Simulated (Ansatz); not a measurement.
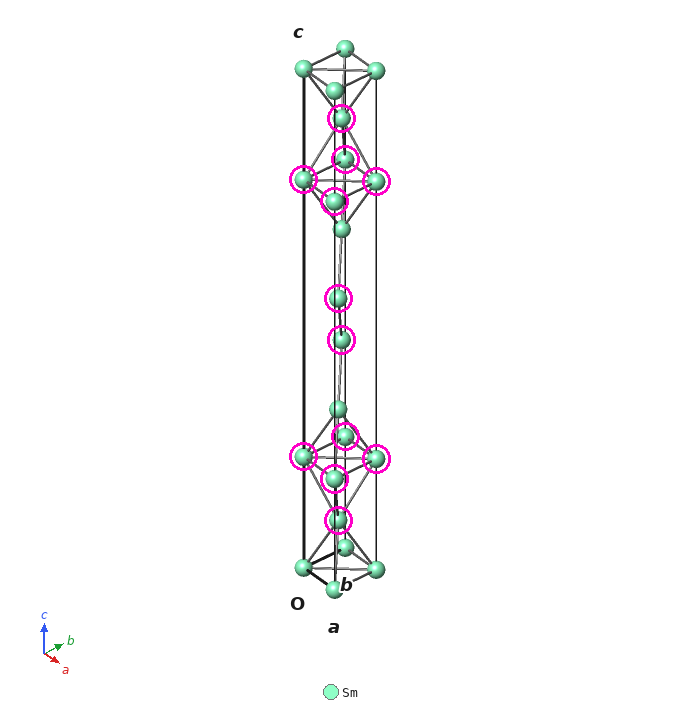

One unit cell; the ringed atoms, with their copies on corners, edges and faces, form one crystallographic orbit. Crystal: Sm, the input geometry of an electronic-structure calculation (not necessarily at equilibrium). All values are computed from the atomic coordinates in the standard setting (tolerance 0.002 Å).

a = 3.814 Å, b = 3.814 Å, c = 27.770 Å, α = 90.00°, β = 90.00°, γ = 120.00°; space group R-3m (No. 166, hexagonal axes).

### Which Wyckoff position do the ringed atoms fill?

Sm on 6c, site symmetry 3m: 36 operations a cell over 6 that keep the site give 6 atoms, with 1 free parameter.

### One of them lies at (1/3, 2/3, 0.889). List the coordinates of all.

(1/3, 2/3, 0.889); (0, 0, 0.778); (0, 0, 0.222); (2/3, 1/3, 0.111); (2/3, 1/3, 0.555); (1/3, 2/3, 0.445).
